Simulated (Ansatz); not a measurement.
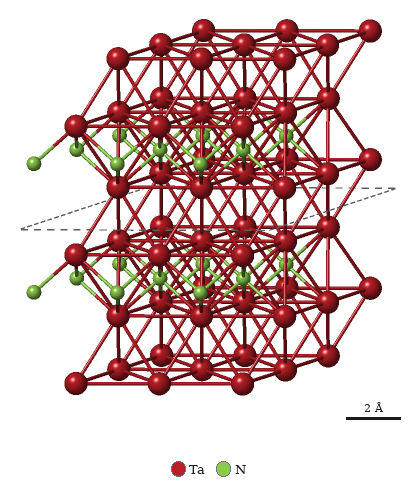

A crystal of Ta₂N (P-3m1): the crystal is pulled apart rigidly along the normal of the (0 0 1) plane of the conventional cell, at a cut between a plane of Ta below and one of Ta above, 2.39 Å apart. One cut stands in each cell, which starts 9.8 Å high; nothing is relaxed, and the dashed outline marks the cut. The picture shows the perfect crystal around the cut (dashed). A ball-and-stick model of the layers on both sides of the cut, seen from the side, nearly along the cut plane.

Level of theory: DFT PBE, scalar-relativistic, plane waves, PAW (Ansatz 0.2.0). Settings: plane-wave cutoff 420 eV; k-point mesh 17 × 17 × 5; occupations gaussian; smearing width 0.15 eV; no spin polarisation. Energies (free energies at the smearing named) are counted from the relaxed crystal.

```
CELL_PARAMETERS angstrom
-3.10114 0.00000 0.00000
-1.55057 -2.68567 0.00000
0.00000 0.00000 9.76378
ATOMIC_POSITIONS crystal
Ta 0.66667 0.66667 0.37245
Ta 0.66667 0.66667 0.87245
Ta 0.33333 0.33333 0.12755
Ta 0.33333 0.33333 0.62755
N 0.00000 0.00000 0.00000
N 0.00000 0.00000 0.50000
```

**Predict the energy profile (the opening: −0.30, 0.00, 0.25, 0.50, 0.75, 1.00, 1.50, 2.00, 3.00, 4.50, 6.00 Å).**

```csv
opening (Å),ΔE per area (J/m²)
−0.30,0.89
0.00,0.00
0.25,0.37
0.50,1.20
0.75,2.18
1.00,3.11
1.50,4.54
2.00,5.35
3.00,5.86
4.50,5.94
6.00,5.95
```

At the widest opening, 6.00 Å, the energy has risen by 5.95 J/m², where the curve has levelled off: this is the ideal work of separation, the sum of the two unrelaxed surface energies of a slab 9.8 Å thick. The steepest rise lies between 0.50 Å and 0.75 Å, with a mean traction of about 39 GPa. Pressing the cut together by 0.30 Å costs 0.89 J/m².

The computed profile:

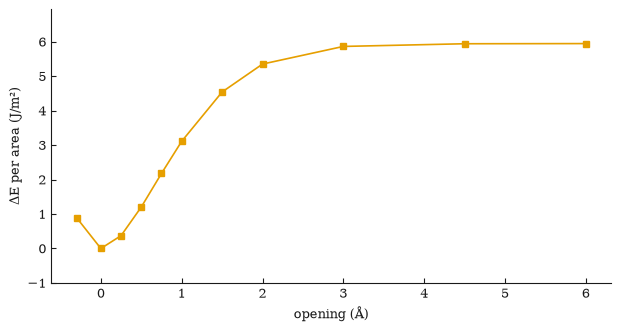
